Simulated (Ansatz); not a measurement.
**Run report: CoSn2, geometry relaxation (part 1 of 4)**

System: CoSn2 (I4/mcm, 6 atoms in the cell).
Method: DFT r2SCAN, scalar-relativistic, plane waves, PAW, spin-polarised (Ansatz 0.2.0).

The structure derives from an entry of the Crystallography Open Database. Figures and captions count atoms from 1; the log counts them from 0 in places.

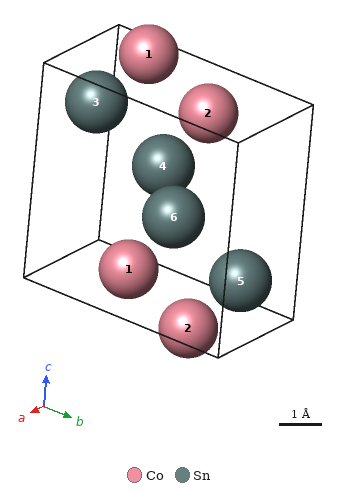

**Figure 1.** The structure as given in the input (spheres-only view of the cell of the calculation, seen slightly off an axis; atoms are numbered from 1 in the order of the input).

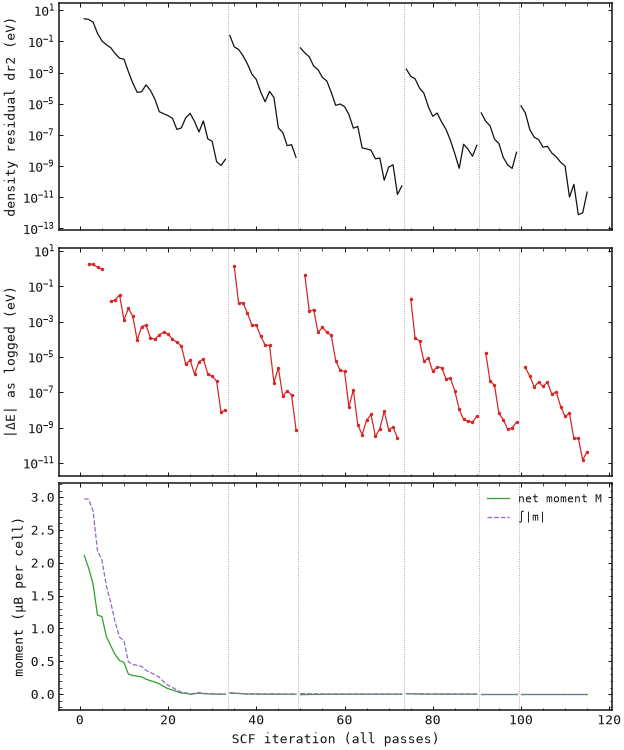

**Figure 2.** Convergence of the self-consistent field: density residual dr2, size of the energy change and magnetic moment against the SCF iteration. The dotted lines part the SCF passes of the relaxation: geometry steps, rejected trials and re-solves on a re-selected basis. The 6 passes take 9 to 33 iterations each, 115 in all. The net moment goes from 2.1 to 0.0 μB per cell, and ∫|m| falls to zero.

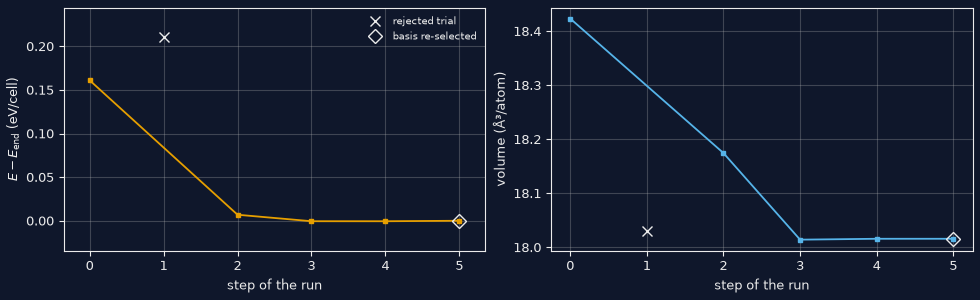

**Figure 3.** Progress of the relaxation, step by step (the first geometry is step 0 here and step 1 in the log).

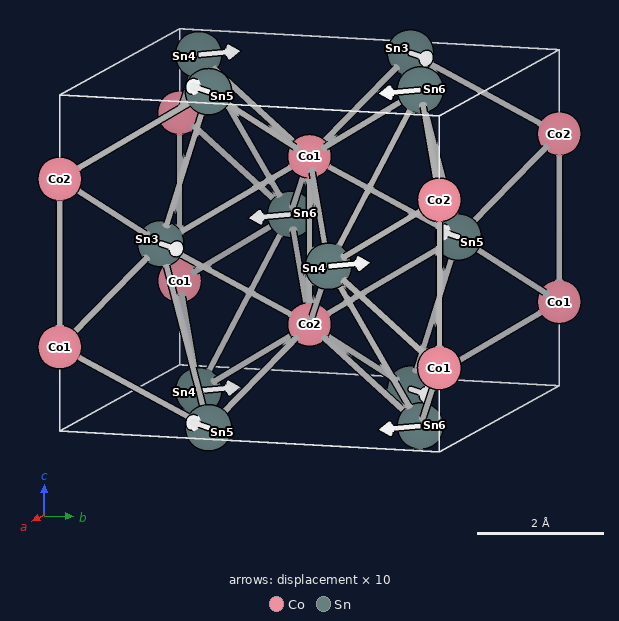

**Figure 4.** The starting structure with the displacements (without the part carried along by the change of the cell) as white arrows, magnified 10 times (ball-and-stick view of the cell 2 times as large as that of the calculation, set on its symmetry axes, seen slightly off an axis). The energy falls by 0.162 eV per cell of the calculation in 4 geometry steps. The largest force component goes from 0.66 to 0.00013 eV/Å. The pressure goes from −2.44 to −0.01 GPa. The line search rejected the trial step at point 1 (counted from 0) and went back. The largest moves relative to the cell, 0.079 Å, are those of Sn3, Sn4, Sn5 and Sn6. Co stays in place. The drawn cell changes as follows: a = b 6.365 → 6.313 Å (−0.8 %), c 5.457 → 5.425 Å (−0.6 %); the volume changes by −2.2 %. Among the contacts that change: Sn3–Sn5 2.844 → 2.979 Å, Co1–Sn3 2.759 → 2.715 Å, Co1–Co2 2.729 → 2.712 Å. The space group stays I4/mcm (No. 140). A last SCF at the same geometry on a re-selected plane-wave basis shifts the energy by +0.6 meV per cell of the calculation. (Atoms are counted from 1 in the order of the input.)

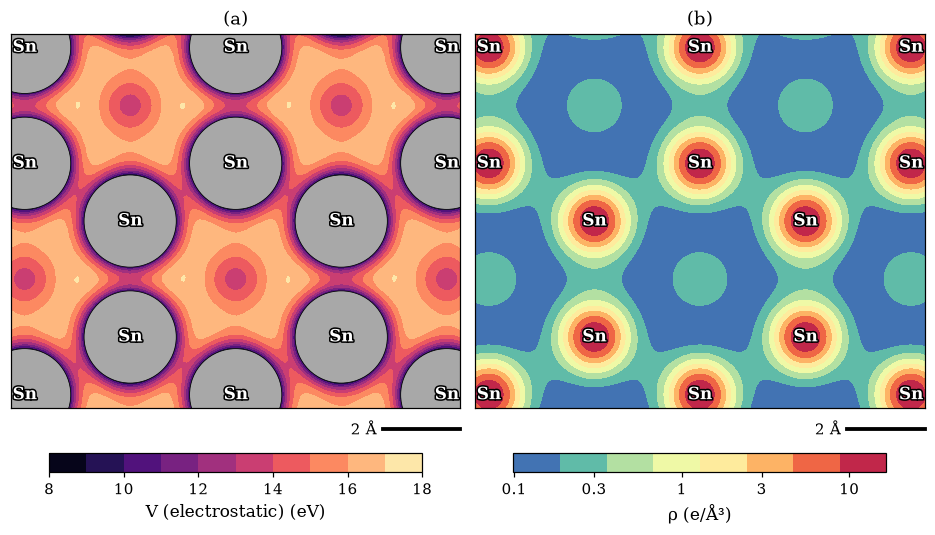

**Figure 5.** (a) electrostatic potential energy of an electron; (b) valence electron density on the (11̄0) plane of the conventional cell. Grey discs, where drawn, cover atomic cores. Atoms in the plane: Sn. Sn–Sn (2.98 Å): ρ at the midpoint is about 0.3 e/Å³. Sn–Sn (3.09 Å): the density is about 0.22 e/Å³ at the midpoint. Away from the nuclei the density in this plane falls to 0.1 e/Å³ at its lowest. Outside the cores the potential energy rises away from the atoms and is highest about 2.0 Å from the nearest atoms; outside the discs it spans about 8 eV, and its zero is arbitrary. The fields are those of the smooth PAW valence density.

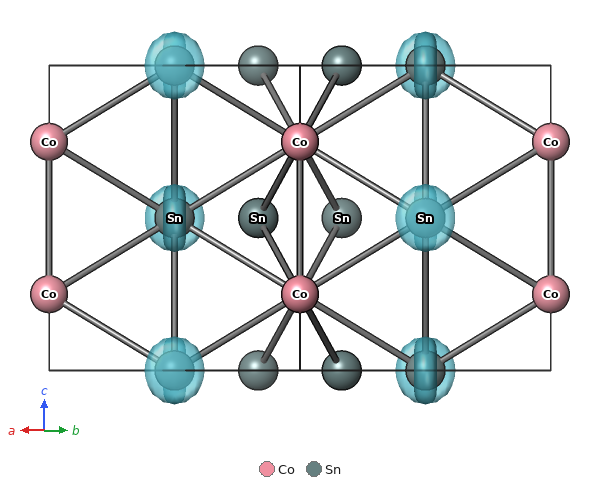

**Figure 6.** Isosurface of the ELF at 0.55 (cyan), seen along [110]. Only the valence region is drawn (cores and ρ < 0.01 e/Å³ removed). Sticks mark near contacts. The outline is the cell set on symmetry axes. Along the contacts the grid gives the following. Co–Co (2.71 Å): the ELF is about 0.35 at the midpoint, as expected for metallic bonding. Co–Sn (2.72 Å): the ELF is about 0.40 at the midpoint, as expected for nearly free electrons, as in a simple metal.

The input and output of the run follow.

The input
```yaml
crystal:
  lattice:
    - [-3.1825, 3.1825, 2.7285]
    - [3.1825, -3.1825, 2.7285]
    - [3.1825, 3.1825, -2.7285]
  atoms:
    - { symbol: Co, position: [0.25, 0.25, 0.0], spin: 1.42 }
    - { symbol: Co, position: [0.75, 0.75, 0.0], spin: 1.42 }
    - { symbol: Sn, position: [0.658, 0.158, 0.816] }
    - { symbol: Sn, position: [0.158, 0.342, 0.5] }
    - { symbol: Sn, position: [0.342, 0.842, 0.184] }
    - { symbol: Sn, position: [0.842, 0.658, 0.5] }
basis:
  ecutwfc: 500
kpoints:
  mp_grid: { grid: [8, 8, 8] }
hamiltonian:
  xc: r2scan
scf:
  occupations: { method: gaussian, width: 0.1 }
output:
  forces: true
  stress: true
  eigenvalues: true
  populations: true
  write_density: true
  write_potential: true
  elf: true
  volumetric_format: npy
magnetization:
  spin_polarized: true
relax:
  adjacent_minimum: "off"
  f_tol: 0.005
  max_steps: 80
  cell: { stress_tol: 0.05 }
```

Run as:
```bash
ansatz run input.yaml --threads 1 --pin off --max-ram 2560MiB --backend cpu --events-out ev --progress --plain --runs-dir out
```

What the program printed
```
Engine: ansatz 0.2.0, x86_64-unknown-linux-gnu
Pseudopotentials: kind: paw
Pseudopotential: Co, paw, valence charge 17, recommended cutoff 500 eV (meta_gga), Co.paw.azcp
Pseudopotential: Sn, paw, valence charge 14, recommended cutoff 500 eV (meta_gga), Sn.paw.azcp
Functional definition: r2SCAN
  parameter k0 = 0.174
  parameter k1 = 0.065
  parameter a1 = 4.9479
  exchange = r2scan_x(k0 = k0, k1 = k1, a1 = a1)
  correlation = r2scan_c
Crystal: 6 atoms, lattice volume = 110.540 Å³
Basis set: ecut = 500 eV, 2773 PW (Γ), exchange–correlation on 160×160×160 points (64 copies of the dense FFT grid, shifted against one another)
Bands: 56, of which v1, the nominal top of the filled ones, is band 45 counted from 1 (44 counted from 0)
Symmetry: 16 space group operations
Space group: I4/mcm (ITA 140), of the structure as read, at distance tolerance 4.8e-5 Å
Magnetic group: BNS 140.541 (UNI 1201), of the structure as read, at distance tolerance 4.8e-5 Å
k-points: 59 of 512
Non-local potential: Co, projectors of the file, l = 0: 3, l = 1: 2, l = 2: 3, l = 3: 1
Non-local potential: Sn, projectors of the file, l = 0: 2, l = 1: 2, l = 2: 2, l = 3: 2
PAW form: soft (Blöchl's): semilocal exchange-correlation on the pseudo side does not see the compensation charge
PAW frozen core: Co, regenerated for the run's functional (the file was generated under x = pbe(κ = 0.804, μ = 0.2195149727645171), c = pbe(β = 0.06672455060314922))
PAW frozen core: Sn, regenerated for the run's functional (the file was generated under x = pbe(κ = 0.804, μ = 0.2195149727645171), c = pbe(β = 0.06672455060314922))
PAW one-centre angular grid: Co, 590 points (default); XC on 160 Gauss nodes
PAW one-centre angular grid: Sn, 590 points (default); XC on 249 of its mesh's 2787 points in the sphere
Initial density: superposition of atomic densities (chi_scale 0.1, normalization cell)
Starting moments: Σ|m| = 2.84 μB on 2 of 6 sites
Initial wavefunctions: pseudopotential atomic-orbital guess
Functional: x = r2scan, c = r2scan; τ floored in thin density (d = 2e-4 eV/Å³)
```
